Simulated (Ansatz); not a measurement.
A series of calculations on SnS2 and related structures

### Relaxation

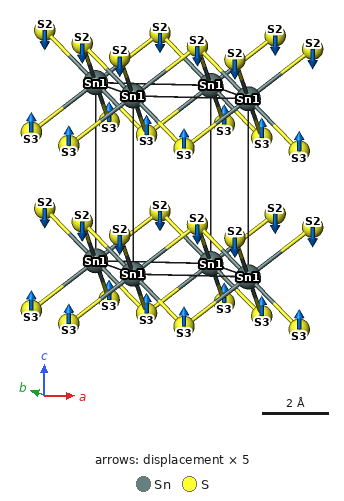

This is a relaxation of solid SnS$_{2}$ (set up in P-3m1). The starting structure is drawn; blue arrows show the displacements (the part carried along by the change of the cell is left out), 5 times their true length.

Style: ball-and-stick. Shown: the cell of the calculation, slightly off an axis.

Level of theory: DFT PBEsol, scalar-relativistic, plane waves, PAW in Ansatz. Set-up: plane-wave cutoff 420 eV; k-point mesh 12 × 12 × 6; occupations gaussian; smearing width 0.02 eV; no spin polarisation; cell and atoms relaxed; force threshold 0.005 eV/Å; at most 80 steps.

Question: What happened in the run?

Answer: The largest moves relative to the cell, 0.13 Å, are those of S2 and S3. S2 goes along −c. Sn stays in place. The volume changes by +13.6 %, with a = b 3.598 → 3.651 Å (+1.5 %), c 5.494 → 6.059 Å (+10.3 %). Among the contacts that change: Sn1–S2 2.533 → 2.572 Å. The space group stays P-3m1 (No. 164). Over 7 accepted moves (9 points after the start) the energy falls by 28.9 meV per atom. The largest force component goes from 0.35 to 0.00037 eV/Å. Pressure: 5.57 GPa at the start and 0.00 GPa at the end. The SCF was repeated twice at an unchanged geometry on a basis and grid sized afresh for the cell, which shifted the energy by 1.2 meV per atom at most.

Limits of the set-up: layers or molecules are held without a dispersion correction, so their spacing is unreliable.

### Relaxation

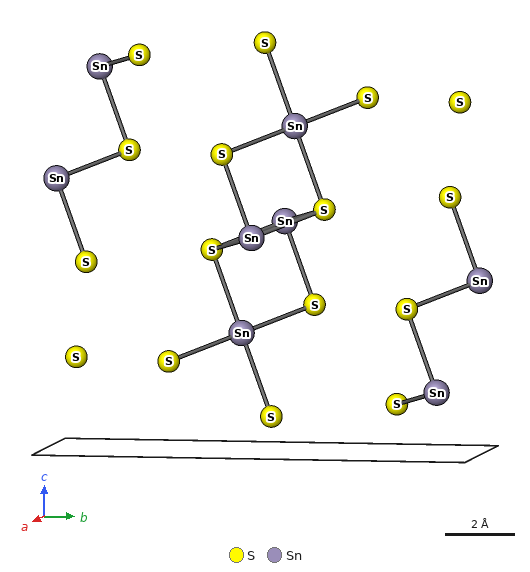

Starting structure of a slab of composition Sn$_{7}$S$_{16}$ (cut from the P-3m1 phase). Style: ball-and-stick. Shown: the cell of the calculation, outlined in the plane, without the vacuum (origin shifted), slightly off an axis.

Case: (2 0 1) slab, atoms relaxed. The slab is the (2 0 1) face of SnS2.

The calculation used DFT PBEsol, scalar-relativistic, plane waves, PAW in Ansatz.

Input file:
```yaml
crystal:
  lattice:
    - [3.6513143003, 0.0, 0.0]
    - [-1.8256571502, 12.5236202433, 0.0]
    - [0.0, 0.0, 25.9431561592]
  atoms:
    - { symbol: S, position: [0.5675593807, 0.1351187613, 0.2890935842] }
    - { symbol: S, position: [0.1983788434, 0.3967576868, 0.2981248179] }
    - { symbol: Sn, position: [0.7659382241, 0.5318764482, 0.3230936009] }
    - { symbol: S, position: [0.3334976047, 0.6669952095, 0.3480623839] }
    - { symbol: S, position: [0.9643170675, 0.928634135, 0.3570936176] }
    - { symbol: Sn, position: [0.5318764482, 0.0637528963, 0.3820624006] }
    - { symbol: S, position: [0.0994358288, 0.1988716576, 0.4070311836] }
    - { symbol: S, position: [0.7302552916, 0.4605105831, 0.4160624173] }
    - { symbol: Sn, position: [0.2978146722, 0.5956293445, 0.4410312003] }
    - { symbol: S, position: [0.8653740529, 0.7307481058, 0.4659999833] }
    - { symbol: S, position: [0.4961935156, 0.9923870313, 0.475031217] }
    - { symbol: Sn, position: [0.0637528963, 0.1275057926, 0.5] }
    - { symbol: S, position: [0.631312277, 0.2626245539, 0.524968783] }
    - { symbol: S, position: [0.2621317397, 0.5242634794, 0.5340000167] }
    - { symbol: Sn, position: [0.8296911204, 0.6593822408, 0.5589687997] }
    - { symbol: S, position: [0.397250501, 0.7945010021, 0.5839375827] }
    - { symbol: S, position: [0.0280699638, 0.0561399276, 0.5929688164] }
    - { symbol: Sn, position: [0.5956293445, 0.1912586889, 0.6179375994] }
    - { symbol: S, position: [0.1631887251, 0.3263774502, 0.6429063824] }
    - { symbol: S, position: [0.7940081879, 0.5880163757, 0.6519376161] }
    - { symbol: Sn, position: [0.3615675685, 0.7231351371, 0.6769063991] }
    - { symbol: S, position: [0.9291269492, 0.8582538984, 0.7018751821] }
    - { symbol: S, position: [0.5599464119, 0.1198928239, 0.7109064158] }
basis:
  ecutwfc: 420
kpoints:
  mp_grid: { grid: [7, 3, 1] }
hamiltonian:
  xc: pbesol
scf:
  occupations: { method: gaussian, width: 0.05 }
output:
  forces: true
  eigenvalues: true
  write_density: true
  write_potential: true
  elf: true
  volumetric_format: npy
relax:
  adjacent_minimum: "off"
  f_tol: 0.02
  max_steps: 60
efield:
  axis: 3
  dipole_correction: true
  ramp_width: 0.04
```

Launched with:
```bash
ansatz run input.yaml --threads 2 --pin off --max-ram 5120MiB --backend cpu --events-out ev --progress --plain --runs-dir out
```

> Where does the relaxation end?

Over 23 accepted moves (27 points after the start) the energy falls by 4.798 eV per cell of the calculation. Largest force component: 1.8 eV/Å at the start, 0.013 eV/Å at the end. The line search rejected the trial steps at points 17, 21, 22 of the run. 1 step only repeated the SCF at the same geometry. The largest moves, 1.70 Å, are those of S1 and S23. S23 goes at 80° to the normal (−c side). By element the largest moves are S 1.70 Å, Sn 0.22 Å. The cell doesn't change. Among the contacts that change: S19–S23 3.624 → 2.105 Å, S5–Sn6 2.572 → 2.706 Å, S2–Sn3 2.572 → 2.455 Å, S1–Sn6 2.572 → 2.465 Å. New bonds form, among them: S19–S23 (3.62 → 2.10 Å), S1–S5 (3.62 → 2.10 Å). Among the angles between lasting bonds that change: S1–Sn6–S11 180.0° → 140.8°, S1–Sn6–S7 90.4° → 127.4°, S20–Sn21–S22 180.0° → 160.5°. Cost: 33 min on 2 threads of Intel(R) Xeon(R) 6975P-C (Granite Rapids) (shared host), peak memory 2.5 GiB.

After the run, drawn alike:

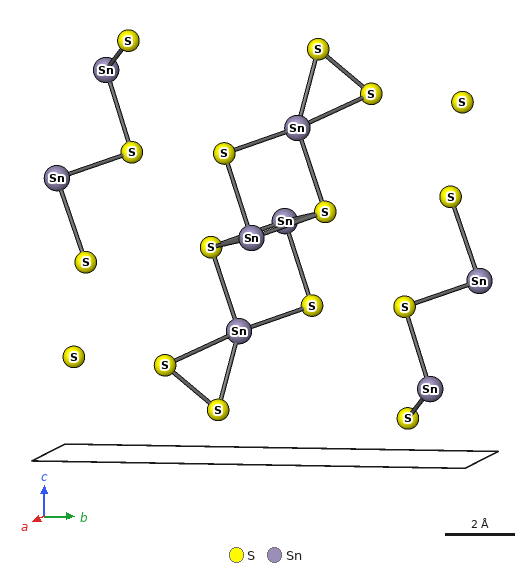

### A change

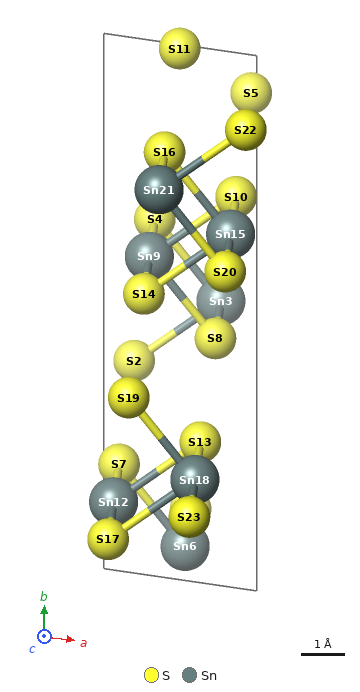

The starting point is a (2 0 1) slab of SnS2 as cut from the relaxed bulk. A ball-and-stick model of the cell of the calculation, outlined in the plane, without the vacuum, seen along the c axis.

Computed with DFT PBEsol, scalar-relativistic, plane waves, PAW in Ansatz 0.2.0. (plane-wave cutoff 420 eV; occupations gaussian; no spin polarisation) The k-mesh is chosen for each cell (12×12×6, 7×3×1). Smearing widths differ between the runs.

Change: The atoms of the slab are relaxed at the bulk's in-plane cell.

> What does the calculation give for the changed structure?

The slab isn't stoichiometric; relaxing it gains 0.842 J/m². The top spacing, between the S2 and Sn planes, goes from 0.76 to 0.92 Å (+20.6 %), the bottom one (S2 to Sn) from 0.76 to 0.92 Å (+20.7 %). The top plane rumples by 0.45 Å. The cell doesn't change. The largest moves relative to the layer's centre, 1.70 Å, are those of S1 and S23. S23 goes at 80° to the normal (−c side). Largest moves by element: S 1.70 Å, Sn 0.22 Å. Near-neighbour distances before and after: S–S 3.624 → 2.105 Å, S–Sn 2.572 → 2.454 to 2.706 Å. New contacts form: S19–S23 (3.62 → 2.10 Å), S1–S5 (3.62 → 2.10 Å).

The changed structure in the same view:

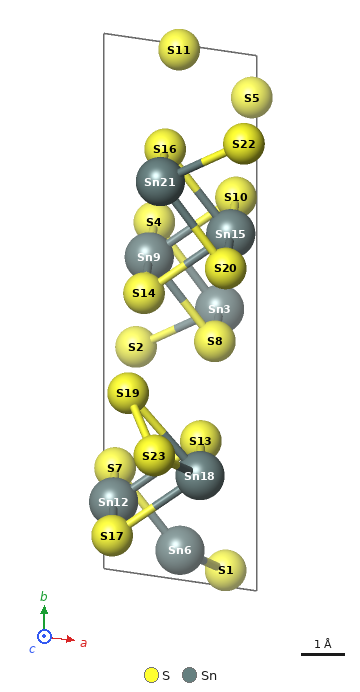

Limits of the set-up: layers or molecules are held without a dispersion correction, so their spacing is unreliable.
